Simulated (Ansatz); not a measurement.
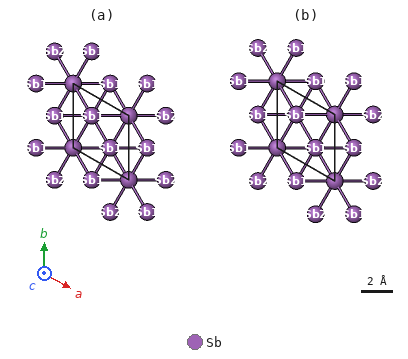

The structure of crystalline Sb (built on the A7 type) (coarse preliminary run) before (left) and after (right) a relaxation, at one scale.

A ball-and-stick model of the conventional cell (3 times the calculation's cell), seen along the c axis. Lengths and directions refer to the drawn axes.

The calculation used DFT PBE, scalar-relativistic, plane waves, PAW in Ansatz 0.2.0.

Input
```yaml
crystal:
  lattice:
    - [2.1107707375, 1.2186540535, 3.9141663933]
    - [-2.1107707375, 1.2186540535, 3.9141663933]
    - [0.0, -2.437308107, 3.9141663933]
  atoms:
    - { symbol: Sb, position: [0.22754, 0.22754, 0.22754] }
    - { symbol: Sb, position: [0.77246, 0.77246, 0.77246] }
basis:
  ecutwfc: 600
  ecutrho_ratio: 5
kpoints:
  mp_grid: { grid: [6, 6, 6] }
hamiltonian:
  xc: pbe
scf:
  occupations: { method: gaussian, width: 0.05 }
output:
  forces: true
  stress: true
  eigenvalues: true
relax:
  f_tol: 0.03
  max_steps: 60
  cell: { stress_tol: 0.3 }
```

Summarise the run.

The largest moves relative to the cell, 0.043 Å, are those of Sb1 and Sb2. Sb1 goes along +c. The drawn cell changes as follows: a = b 4.222 → 4.373 Å (+3.6 %), c 11.742 → 11.614 Å (−1.1 %); the volume changes by +6.1 %. Some distances before and after: Sb1–Sb2 2.826 → 2.937 Å. The space group stays R-3m (No. 166). After 3 accepted moves (4 points after the start) the energy has fallen by 56.6 meV per atom. The largest force component goes from 0.9 to 0.024 eV/Å. The pressure goes from 5.63 to 0.17 GPa. The SCF was repeated once at an unchanged geometry on a basis and grid sized afresh for the cell, which shifted the energy by less than 0.05 meV per atom at most. The run took roughly 12 core-seconds on a shared host.
